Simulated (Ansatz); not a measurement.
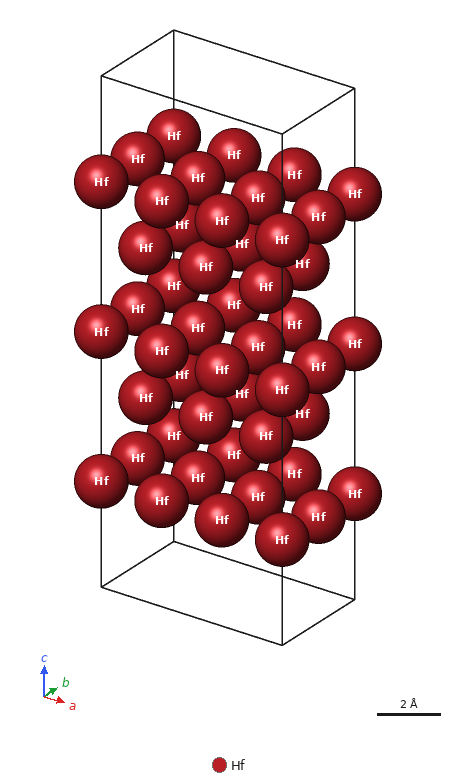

*The structure (spheres-only view of the 3 × 2 repeat of the cell, with the vacuum cut short, seen slightly off an axis).*

Single-point calculation of Hf

The run: single-point calculation of Hf (slab, 5 atoms in the cell). Method and program: DFT, LDA, all-electron LAPW, scalar-relativistic, no spin polarisation (Ansatz 0.2.0).

Figures and captions count atoms from 1; the log counts them from 0 in places.

Output
```
Hf: projections on atomic orbitals take those of the free atom 1s2 2s2 2p6 3s2 3p6 3d10 4s2 4p6 4d10 4f14 5s2 5p6 5d2 6s2, of charge +0.00 (hamiltonian.pseudopotentials.projection_atoms)
LAPW: plane waves up to 7.687 Å⁻¹, error target 1.0e-3 eV per atom; small_component_spin mean_spin; Hf in spheres of 1.530 Å, 36 of its electrons in bands, Dirac shells [] (how accurate: hamiltonian.pseudopotentials.lapw.basis_error, Limitations)
Engine: ansatz 0.2.0, x86_64-unknown-linux-gnu
Pseudopotentials: kind: all_electron
Pseudopotential: Hf, LAPW, valence charge 36, lapw/all_electron/scalar/gaussian/Hf, Koelling and Harmon's equation, gaussian nucleus
Functional definition: SPW92
  exchange = slater_x
  correlation = pw_c
Crystal: 5 atoms, lattice volume = 217.969 Å³
Basis set: ecut = 225.13443192711776 eV, 1659 PW (Γ), exchange–correlation at level 2
Bands: 108, of which v1, the nominal top of the filled ones, is band 90 counted from 1 (89 counted from 0)
Symmetry: 6 space group operations
k-points: 27 of 225 (time reversal used)
Non-local potential: Hf, projectors of the file, none
Initial density: superposition of atomic densities (neutral atoms: chi_scale 0, normalization atom)
Initial wavefunctions: plane waves of lowest kinetic energy (no species holds an atomic orbital)
Functional: x = slater, c = lda
iter 1 solved again at ethr=3.37e-2 eV; its pass at ethr=1.00e-1 eV (dr2=6.06e1 eV) is discarded
SCF iter   1: F=—  HF=-2050030.322549 eV  |F-HF|=—  |Δ(HF+E_count)|=         —  Δρ=3.09e-2  dr2=6.06e1  ethr=3.37e-2  p=-0.000 e·Å  D=-1.03e-13 V/Å  ΔV_dip=0.00 eV  dr2_dipole=2.10e-12  V_vac-E_F(+/−)=7.18/7.18 eV  ⟨swp⟩=2.0  Hψ=17431  notcnv=0
efield: sawtooth ramp at fractional position 0.9500 (placed from the atoms, in the widest stretch of the axis that holds none; the zero of the levels goes with the place), width 0.1000; the density the first Hamiltonian is built on has a dipole p = 0.000 e·Å; the dipole correction subtracts the counter field D = 8.71e-14 V/Å, which shifts the + side's vacuum level by -0.00 eV against the − side's; the planar-averaged density in the ramp window peaks in size at 5.4e-6 e/Å³
preconditioner: auto → LDOS  [metal: Δε(μ)=0.007 eV  Ē_g=17.542 eV  σ=0.100 eV  W_gap=0.02  n_scr=86 (ndim 8)  ℏωp=27.6 eV  f_vac=0.488  D(μ)=6.28/eV (n_scr^D=18)  β→1.0]
SCF iter   2: F=—  HF=-2050029.890350 eV  |F-HF|=—  |Δ(HF+E_count)|=   4.32e-1  Δρ=2.83e-2  dr2=3.41e1  ethr=3.37e-2  p=-0.000 e·Å  D=-2.36e-7 V/Å  ΔV_dip=0.00 eV  dr2_dipole=2.02e-9  V_vac-E_F(+/−)=3.15/3.15 eV  ⟨swp⟩=2.1  Hψ=8569  notcnv=0
iter 3 solved again at ethr=7.84e-4 eV; its pass at ethr=1.89e-2 eV (dr2=1.41e0 eV) is discarded
SCF iter   3: F=—  HF=-2050027.544791 eV  |F-HF|=—  |Δ(HF+E_count)|=    2.35e0  Δρ=6.80e-3  dr2=1.41e0  ethr=7.84e-4  p=0.000 e·Å  D=1.49e-6 V/Å  ΔV_dip=-0.00 eV  dr2_dipole=1.85e-11  V_vac-E_F(+/−)=4.53/4.53 eV  ⟨swp⟩=2.0  Hψ=14542  notcnv=0
SCF iter   4: F=—  HF=-2050027.528293 eV  |F-HF|=—  |Δ(HF+E_count)|=         —  Δρ=2.42e-3  dr2=4.37e-2  ethr=7.84e-4  p=0.000 e·Å  D=6.16e-7 V/Å  ΔV_dip=-0.00 eV  dr2_dipole=1.61e-11  V_vac-E_F(+/−)=4.81/4.81 eV  ⟨swp⟩=2.0  Hψ=8895  notcnv=0
the basis was enlarged: its passes take 1.5 MiB over the memory plan, 2 of 2 planned eigensolver slots
SCF iter   5: F=—  HF=-2050027.521745 eV  |F-HF|=—  |Δ(HF+E_count)|=   6.55e-3  Δρ=1.36e-3  dr2=3.06e-2  ethr=2.43e-5  p=0.000 e·Å  D=6.74e-7 V/Å  ΔV_dip=-0.00 eV  dr2_dipole=9.95e-13  V_vac-E_F(+/−)=4.68/4.69 eV  ⟨swp⟩=2.0  Hψ=8868  notcnv=0
SCF iter   6: F=—  HF=-2050027.519500 eV  |F-HF|=—  |Δ(HF+E_count)|=   2.25e-3  Δρ=5.86e-4  dr2=8.19e-3  ethr=1.70e-5  p=0.000 e·Å  D=5.53e-7 V/Å  ΔV_dip=-0.00 eV  dr2_dipole=1.80e-11  V_vac-E_F(+/−)=4.67/4.67 eV  ⟨swp⟩=2.0  Hψ=8867  notcnv=0
SCF iter   7: F=—  HF=-2050027.519328 eV  |F-HF|=—  |Δ(HF+E_count)|=   1.73e-4  Δρ=1.70e-4  dr2=1.26e-4  ethr=4.55e-6  p=0.000 e·Å  D=4.13e-7 V/Å  ΔV_dip=-0.00 eV  dr2_dipole=6.69e-12  V_vac-E_F(+/−)=4.67/4.67 eV  ⟨swp⟩=2.0  Hψ=8869  notcnv=0
SCF iter   8: F=—  HF=-2050027.519343 eV  |F-HF|=—  |Δ(HF+E_count)|=   1.51e-5  Δρ=5.09e-5  dr2=3.34e-5  ethr=7.00e-8  p=0.000 e·Å  D=2.60e-7 V/Å  ΔV_dip=-0.00 eV  dr2_dipole=6.03e-12  V_vac-E_F(+/−)=4.66/4.66 eV  ⟨swp⟩=2.8  Hψ=8925  notcnv=0
SCF iter   9: F=—  HF=-2050027.519345 eV  |F-HF|=—  |Δ(HF+E_count)|=   2.36e-6  Δρ=1.70e-5  dr2=2.83e-6  ethr=1.86e-8  p=0.000 e·Å  D=1.29e-7 V/Å  ΔV_dip=-0.00 eV  dr2_dipole=1.33e-13  V_vac-E_F(+/−)=4.65/4.65 eV  ⟨swp⟩=3.0  Hψ=9221  notcnv=0
SCF iter  10: F=—  HF=-2050027.519344 eV  |F-HF|=—  |Δ(HF+E_count)|=   1.46e-6  Δρ=1.14e-5  dr2=8.41e-7  ethr=1.57e-9  p=0.000 e·Å  D=9.14e-8 V/Å  ΔV_dip=-0.00 eV  dr2_dipole=1.81e-13  V_vac-E_F(+/−)=4.64/4.64 eV  ⟨swp⟩=3.0  Hψ=9211  notcnv=0
SCF iter  11: F=—  HF=-2050027.519344 eV  |F-HF|=—  |Δ(HF+E_count)|=   6.94e-8  Δρ=5.17e-6  dr2=2.03e-7  ethr=4.67e-10  p=0.000 e·Å  D=4.77e-8 V/Å  ΔV_dip=-0.00 eV  dr2_dipole=5.90e-16  V_vac-E_F(+/−)=4.64/4.64 eV  ⟨swp⟩=3.0  Hψ=9228  notcnv=0
SCF iter  12: F=-2050027.519344 eV  HF=-2050027.519344 eV  |F-HF|=1.58e-8  |Δ(HF+E_count)|=   1.09e-7  Δρ=1.78e-6  dr2=1.28e-8  ethr=1.13e-10  p=0.000 e·Å  D=1.96e-8 V/Å  ΔV_dip=-0.00 eV  dr2_dipole=1.12e-14  V_vac-E_F(+/−)=4.64/4.64 eV  ⟨swp⟩=3.0  Hψ=9222  notcnv=0
SCF 1 converged in 12 iterations: F = -2050027.519344 eV  dr2 = 1.28e-8
```

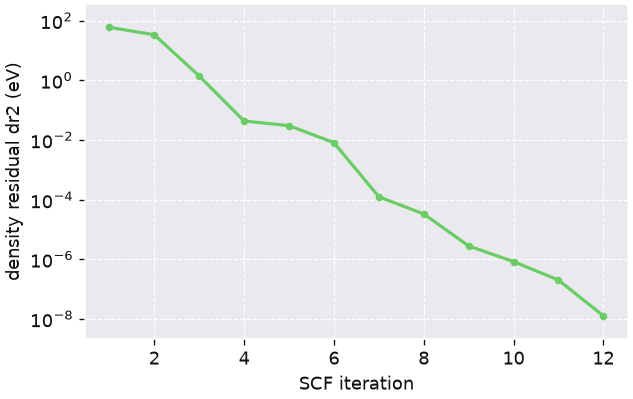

*Convergence of the self-consistent field: density residual dr2 against the SCF iteration.*

The residual falls at every step.

```
SCF converged after 12 iterations
Free energy (F): -2050027.519344 eV
Harris-Foulkes:  -2050027.519344 eV  (|F-HF|=1.58e-8)
Internal energy: -2050027.304218 eV  (E = F + TS)
E sigma→0 (E₀):  -2050027.411781 eV
Entropy (-TS):   -0.215125 eV (-43.025 meV/atom)
Fermi energy:    7.970315 eV
Dipole field:    D = 0.000000 V/Å  (p = 0.000000 e·Å, saw-weighted, corrected)
Work function:   Φ+ = 4.6411 eV   Φ− = 4.6411 eV
Levels:          The Fermi level and band energies are counted from a zero that moves with the ramp; work functions are not
--- Per-component energies (eV) ---
  E_band       = -11000.420713
  E_kinetic    = 2280428.513465
  E_xc         = -40843.229821
  E_efield     = 0.000000  (sawtooth field / dipole correction)
  E_electrostatic = -4289612.587863  (all electrons and nuclei)
  E_smearing   = -0.215125  (= −TS)
  E_closure    = 0.000000  (closes the sum)
  E_atoms      = -2049988.879786  (free atoms, spherical and without spin; not in F)
  Σ components = -2050027.519344   (vs F -2050027.519344, Δ=0.00e0)
  Basis errors (estimates in eV, not in F): energy 2.9e-4 per atom: plane waves 2.6e-4 (1.4e-4 summed), levels above the bands 3.3e-23, relativity 9.1e-9, radial functions 3.3e-5, core shells 3.7e-7; eigenvalues (radial functions only) 7.3e-7; not estimated: angular momenta, meshes, grids; target (lapw.basis_error) 1.0e-3; muffin-tin radii Hf 1.530 Å
--- Forces (eV/Å), atoms counted from 1 ---
  atom   1  Hf     0.00000000    -0.00000000     0.64578398
  atom   2  Hf    -0.00000000     0.00000000    -0.76836163
  atom   3  Hf     0.00000000    -0.00000000    -0.00000046
  atom   4  Hf     0.00000000     0.00000000     0.76836192
  atom   5  Hf    -0.00000000    -0.00000000    -0.64578369
  max |Σ_I F_I| component: 1.12e-7 eV/Å
--- Stress (GPa, compression-positive) ---
       -1.825715       0.000000      -0.000000
        0.000000      -1.825715       0.000000
       -0.000000      -0.000000      -1.900356
  P = ⅓ Tr σ = -1.8506 GPa (-18.506 kbar)
--- Band table (eV; the first three rows and the last of 27) ---
  k-point 0: bands = ["-193.1297", "-193.1297", "-193.1258", "-193.1258", "-193.1258", "-193.1258", "-193.0997", "-193.0997", "-193.0997", "-193.0997", "-192.7127", "-192.7127", "-192.7127", "-192.7127", "-192.7097", "-192.7097", "-192.6987", "-192.6987", "-192.6967", "-192.6967", "-192.6967", "-192.6967", "-192.6926", "-192.6702", "-192.6702", "-54.0282", "-54.0282", "-53.6531", "-53.6268", "-53.5812", "-22.9989", "-22.9308", "-22.6423", "-22.3069", "-22.3069", "-22.3068", "-22.3068", "-22.2705", "-21.9998", "-21.9998", "-21.9680", "-21.9560", "-21.9560", "-21.8844", "-21.8844", "-4.0625", "-4.0625", "-4.0411", "-4.0411", "-4.0290", "-4.0290", "-4.0290", "-4.0290", "-4.0194", "-4.0194", "-4.0194", "-4.0194", "-3.9454", "-3.9454", "-3.6678", "-3.6530", "-3.6491", "-3.6445", "-3.6405", "-3.6405", "-3.6340", "-3.6340", "-3.6253", "-3.6253", "-3.6106", "-3.6084", "-3.6084", "-3.6043", "-3.5816", "-3.5816", "-3.5712", "-3.5712", "-3.5519", "-3.5519", "-3.5200", "0.7562", "1.5445", "2.5837", "3.5017", "3.9985", "7.8132", "7.8981", "8.3698", "8.5914", "8.8678", "9.0215", "9.0215", "9.0591", "9.0591", "9.2012", "9.2012", "9.2159", "9.4534", "9.4534", "9.8628", "9.8628", "11.1331", "11.1331", "11.9259", "11.9259", "12.2463", "12.5123", "12.7991"]
  k-point 1: bands = ["-193.1297", "-193.1297", "-193.1258", "-193.1258", "-193.1258", "-193.1258", "-193.0997", "-193.0997", "-193.0997", "-193.0997", "-192.7127", "-192.7127", "-192.7127", "-192.7127", "-192.7097", "-192.7097", "-192.6987", "-192.6987", "-192.6967", "-192.6967", "-192.6967", "-192.6967", "-192.6926", "-192.6702", "-192.6702", "-54.0260", "-54.0260", "-53.6503", "-53.6247", "-53.5797", "-22.9877", "-22.9239", "-22.6415", "-22.3516", "-22.3389", "-22.3147", "-22.3146", "-22.2639", "-22.0294", "-22.0093", "-22.0049", "-21.9632", "-21.9508", "-21.9127", "-21.8895", "-4.0612", "-4.0612", "-4.0386", "-4.0386", "-4.0292", "-4.0292", "-4.0279", "-4.0279", "-4.0212", "-4.0212", "-4.0198", "-4.0198", "-3.9486", "-3.9486", "-3.6658", "-3.6505", "-3.6473", "-3.6431", "-3.6408", "-3.6396", "-3.6346", "-3.6331", "-3.6253", "-3.6241", "-3.6101", "-3.6087", "-3.6086", "-3.6031", "-3.5830", "-3.5817", "-3.5732", "-3.5717", "-3.5551", "-3.5550", "-3.5232", "0.9014", "1.6849", "2.7232", "3.6489", "4.1485", "7.7532", "7.9062", "8.1835", "8.5154", "8.7126", "8.7882", "8.8788", "9.0425", "9.1364", "9.1724", "9.3311", "9.4260", "9.4297", "9.5655", "9.7854", "9.9882", "10.9690", "11.0231", "11.8177", "11.8544", "12.3585", "12.4971", "12.7669"]
  k-point 2: bands = ["-193.1297", "-193.1297", "-193.1258", "-193.1258", "-193.1258", "-193.1258", "-193.0997", "-193.0997", "-193.0997", "-193.0997", "-192.7127", "-192.7127", "-192.7127", "-192.7127", "-192.7097", "-192.7097", "-192.6987", "-192.6987", "-192.6967", "-192.6967", "-192.6967", "-192.6967", "-192.6926", "-192.6702", "-192.6702", "-54.0198", "-54.0198", "-53.6423", "-53.6186", "-53.5754", "-22.9562", "-22.9050", "-22.6426", "-22.4506", "-22.4264", "-22.3366", "-22.3364", "-22.2792", "-22.1105", "-22.0855", "-22.0357", "-21.9854", "-21.9835", "-21.9578", "-21.9045", "-4.0579", "-4.0579", "-4.0324", "-4.0324", "-4.0294", "-4.0294", "-4.0257", "-4.0257", "-4.0248", "-4.0248", "-4.0207", "-4.0207", "-3.9574", "-3.9574", "-3.6607", "-3.6457", "-3.6424", "-3.6410", "-3.6394", "-3.6370", "-3.6338", "-3.6306", "-3.6254", "-3.6209", "-3.6147", "-3.6097", "-3.6027", "-3.6000", "-3.5866", "-3.5821", "-3.5786", "-3.5743", "-3.5638", "-3.5623", "-3.5319", "1.3202", "2.0856", "3.1158", "4.0625", "4.5687", "7.5091", "7.7441", "7.8956", "8.1500", "8.3019", "8.4953", "8.6494", "8.8056", "9.3016", "9.4492", "9.4729", "9.4755", "9.7196", "9.7354", "9.8633", "10.3515", "10.6657", "10.8089", "11.6797", "11.7139", "12.5585", "12.6235", "12.6893"]
  k-point 26: bands = ["-193.1297", "-193.1297", "-193.1258", "-193.1258", "-193.1258", "-193.1258", "-193.0997", "-193.0997", "-193.0997", "-193.0997", "-192.7127", "-192.7127", "-192.7127", "-192.7127", "-192.7097", "-192.7097", "-192.6987", "-192.6987", "-192.6967", "-192.6967", "-192.6967", "-192.6967", "-192.6926", "-192.6702", "-192.6702", "-53.9704", "-53.9704", "-53.5707", "-53.5707", "-53.5501", "-22.8580", "-22.8472", "-22.8236", "-22.8214", "-22.7930", "-22.7634", "-22.5736", "-22.5619", "-22.5296", "-22.4483", "-22.3836", "-22.3192", "-22.2380", "-22.1177", "-22.0883", "-4.0457", "-4.0457", "-4.0444", "-4.0444", "-4.0295", "-4.0295", "-4.0253", "-4.0253", "-4.0173", "-4.0173", "-4.0167", "-4.0167", "-3.9687", "-3.9687", "-3.6489", "-3.6393", "-3.6349", "-3.6344", "-3.6333", "-3.6302", "-3.6258", "-3.6221", "-3.6194", "-3.6175", "-3.6141", "-3.6139", "-3.6051", "-3.5994", "-3.5968", "-3.5879", "-3.5851", "-3.5846", "-3.5756", "-3.5755", "-3.5442", "5.8178", "6.1575", "6.1662", "6.2271", "6.2451", "6.5561", "6.6228", "6.9184", "6.9256", "7.9567", "8.0634", "8.1446", "8.1758", "8.1845", "8.3443", "8.4409", "10.1931", "10.4540", "11.4716", "11.8957", "11.9864", "13.0230", "13.5610", "13.5667", "13.6871", "14.2068", "14.2889", "14.4864"]
--- Löwdin populations: 5 sites ---
  site symbol       q [e]
     0     Hf     71.9410
     1     Hf     71.9336
     2     Hf     71.9772
     3     Hf     71.9336
     4     Hf     71.9410
  spilling = 0.000760 (of n_electrons = 360.000000)
```

File populations.tsv
```
# site	symbol	l	j	q
# orbitals = lowdin
# n_electrons = 360.000000
# spilling = 0.000760
# projection_atom_Hf: 1s2 2s2 2p6 3s2 3p6 3d10 4s2 4p6 4d10 4f14 5s2 5p6 5d2 6s2
0	Hf	0_1S	-	1.999999
0	Hf	0_2S	-	1.999982
0	Hf	0_3S	-	1.999783
0	Hf	0_4S	-	1.997728
0	Hf	0_5S	-	1.963301
0	Hf	0_6S	-	0.951928
0	Hf	1_2P	-	6.000000
0	Hf	1_3P	-	5.999994
0	Hf	1_4P	-	5.999847
0	Hf	1_5P	-	5.973316
0	Hf	2_3D	-	9.999997
0	Hf	2_4D	-	9.999959
0	Hf	2_5D	-	3.057811
0	Hf	3_4F	-	13.997357
1	Hf	0_1S	-	1.999999
1	Hf	0_2S	-	1.999976
1	Hf	0_3S	-	1.999711
1	Hf	0_4S	-	1.996970
1	Hf	0_5S	-	1.951487
1	Hf	0_6S	-	0.808015
1	Hf	1_2P	-	6.000000
1	Hf	1_3P	-	5.999994
1	Hf	1_4P	-	5.999846
1	Hf	1_5P	-	5.973453
1	Hf	2_3D	-	9.999997
1	Hf	2_4D	-	9.999948
1	Hf	2_5D	-	3.208098
1	Hf	3_4F	-	13.996067
2	Hf	0_1S	-	1.999999
2	Hf	0_2S	-	1.999976
2	Hf	0_3S	-	1.999707
2	Hf	0_4S	-	1.996925
2	Hf	0_5S	-	1.950818
2	Hf	0_6S	-	0.814397
2	Hf	1_2P	-	6.000000
2	Hf	1_3P	-	5.999994
2	Hf	1_4P	-	5.999839
2	Hf	1_5P	-	5.971820
2	Hf	2_3D	-	9.999997
2	Hf	2_4D	-	9.999947
2	Hf	2_5D	-	3.247889
2	Hf	3_4F	-	13.995859
3	Hf	0_1S	-	1.999999
3	Hf	0_2S	-	1.999976
3	Hf	0_3S	-	1.999711
3	Hf	0_4S	-	1.996970
3	Hf	0_5S	-	1.951487
3	Hf	0_6S	-	0.808015
3	Hf	1_2P	-	6.000000
3	Hf	1_3P	-	5.999994
3	Hf	1_4P	-	5.999846
3	Hf	1_5P	-	5.973453
3	Hf	2_3D	-	9.999997
3	Hf	2_4D	-	9.999948
3	Hf	2_5D	-	3.208098
3	Hf	3_4F	-	13.996067
4	Hf	0_1S	-	1.999999
4	Hf	0_2S	-	1.999982
4	Hf	0_3S	-	1.999783
4	Hf	0_4S	-	1.997728
4	Hf	0_5S	-	1.963301
4	Hf	0_6S	-	0.951928
4	Hf	1_2P	-	6.000000
4	Hf	1_3P	-	5.999994
4	Hf	1_4P	-	5.999847
4	Hf	1_5P	-	5.973316
4	Hf	2_3D	-	9.999997
4	Hf	2_4D	-	9.999959
4	Hf	2_5D	-	3.057811
4	Hf	3_4F	-	13.997357
```

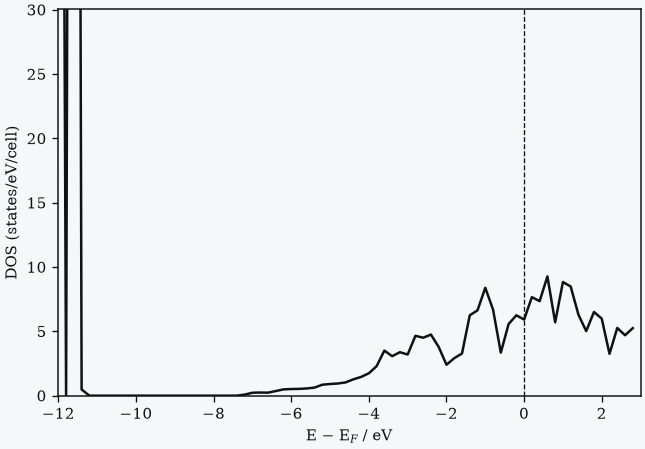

*Density of states, with energies from the Fermi level.*

There are states at the Fermi level: a metal at this level of theory.

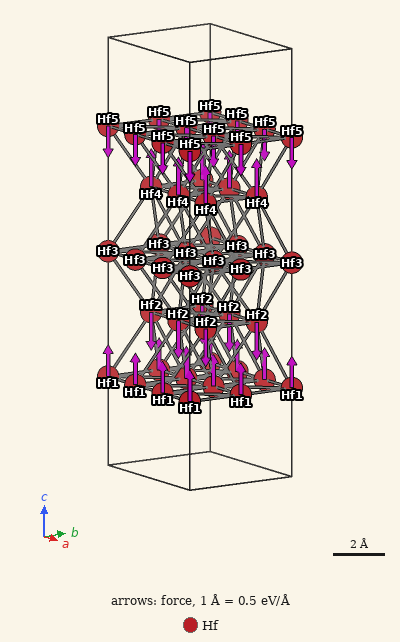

*Forces on the atoms as pink arrows (ball-and-stick view of the 3 × 2 repeat of the cell, with the vacuum cut short, seen slightly off an axis; atoms are numbered from 1 in the order of the input).*

The largest act on Hf2, Hf4 (0.77 eV/Å); Hf1, Hf5 (0.65 eV/Å). The geometry is not a stationary point of this energy.

The run was set up as follows.

The input
```yaml
crystal:
  lattice:
    - [3.1173710871, 0.0, 0.0]
    - [-1.5586855436, 2.6997225545, 0.0]
    - [0.0, 0.0, 25.8992]
  atoms:
    - { symbol: Hf, position: [0.0, 0.0, 0.3088905899] }
    - { symbol: Hf, position: [0.333333334, 0.666666666, 0.4044452951] }
    - { symbol: Hf, position: [0.0, 0.0, 0.4999999997] }
    - { symbol: Hf, position: [0.333333334, 0.666666666, 0.5955547049] }
    - { symbol: Hf, position: [0.0, 0.0, 0.6911094101] }
kpoints:
  mp_grid: { grid: [15, 15, 1] }
scf:
  occupations: { method: fermi_dirac, width: 0.1 }
hamiltonian:
  xc: lda
  pseudopotentials: { kind: all_electron, lapw: { basis_error: 0.001 } }
output:
  forces: true
  stress: true
  eigenvalues: true
  populations: true
  dos: { projected: true, de: 0.2, e_range: [-14, 8] }
efield:
  axis: 3
  amplitude: 0
  dipole_correction: true
```

Launched with:
```bash
ansatz run input.yaml --threads 2 --pin off --max-ram 4096MiB --backend cpu --events-out ev --progress --plain --runs-dir out
```

Key numbers

- outcome: converged
- electrons in bands (core shells apart): 180
- free energy: −2050027.5193 eV
- Fermi energy: 7.970 eV
- electronic character: metal
- largest force (length of the vector): 0.768 eV/Å
- hardware: 2 threads of AMD EPYC (Zen 5), 64 GiB of memory available, shared host
- wall time: 54 s (CPU time 1.8 min)
- peak memory: 1 GiB

Notes

Spin–orbit coupling is left out, which matters for Hf.
